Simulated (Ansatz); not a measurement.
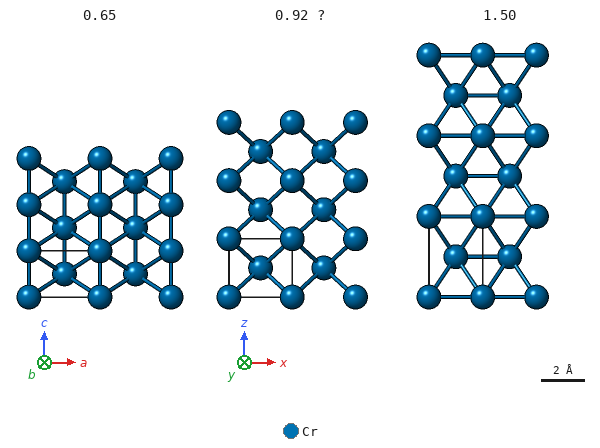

A scan of a crystal of Cr (Im-3m): the ratio of the cell's length along z to its lengths across, counted as 1 for the reference, is changed at fixed volume (a tetragonal or Bain path), with the atoms kept at their fractional coordinates. x, y and z are the Cartesian axes of the input. The picture is a ball-and-stick view of the conventional cell (2 times the calculation's cell), repeated 2 × 2 × 3 with one cell outlined, seen along the b axis. Lengths and directions refer to the drawn axes.

Level of theory: DFT PBE, scalar-relativistic, plane waves, PAW (Ansatz). (plane-wave cutoff 420 eV; k-point mesh 26 × 26 × 26; occupations gaussian; smearing width 0.15 eV; no spin polarisation). Energies (free energies at the smearing named) are counted from the cell as listed in its source, which wasn't relaxed.

```csv
axial ratio over its reference value,E − E(ref) (meV/atom)
0.650,684
0.707,490
0.780,341
0.850,194
0.920,?
0.960,13
1.000,0
1.050,18
1.100,67
1.200,206
1.300,323
1.414,376
1.500,354
```

Q: One row is withheld. What is its energy?

A: A straight line between the two neighbours gives 79 meV/atom. A cubic through the four nearest rows (0.780, 0.850, 0.960, 1.000) gives, with Lagrange weights, (−0.0808)(341) + (0.3879)(194) + (0.9899)(13) + (−0.2970)(0) = 61 meV/atom. The calculation gives 56 meV/atom, so the cubic is 5 meV/atom too high and the straight line 23 meV/atom too high, as the curve bends upwards here.

The whole profile:

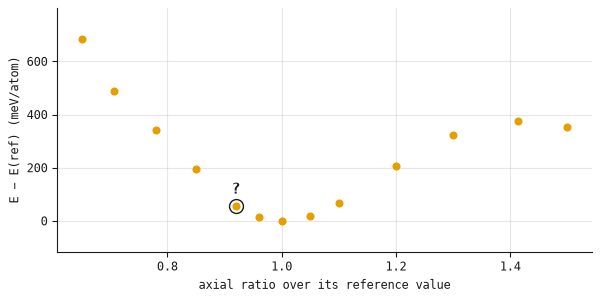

Limits of the set-up: an element that often carries a moment was run without spin polarisation.
